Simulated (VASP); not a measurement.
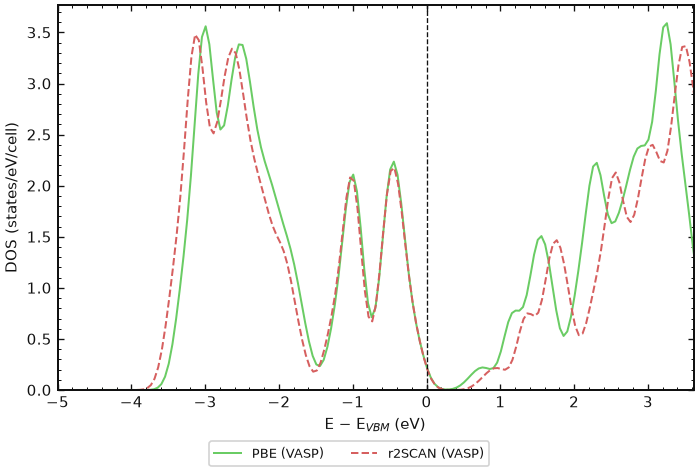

Total densities of states of PbSe, space group F-43m (No. 216), 2 atoms in the cell, zincblende type, by two methods on the same cell. The curves are built from the levels of the k mesh with Gaussians 0.3 eV wide, which also blur the band edges. Each is counted from its own valence-band top.

How do the methods compare?

PBE (VASP) gives a gap of 0.62 eV and r2SCAN (VASP) gives a gap of 0.79 eV.

Settings. PBE (VASP): DFT, PBE, plane waves, PAW, 6×6×6 k mesh, 520 eV cutoff, Fermi-Dirac smearing of 0.02 eV (VASP 6.6.1). r2SCAN (VASP): DFT, r2SCAN, plane waves, PAW, 6×6×6 k mesh, 520 eV cutoff, Gaussian smearing of 0.01 eV (VASP 6.6.1).

Spin-orbit coupling is left out, which matters for Pb.
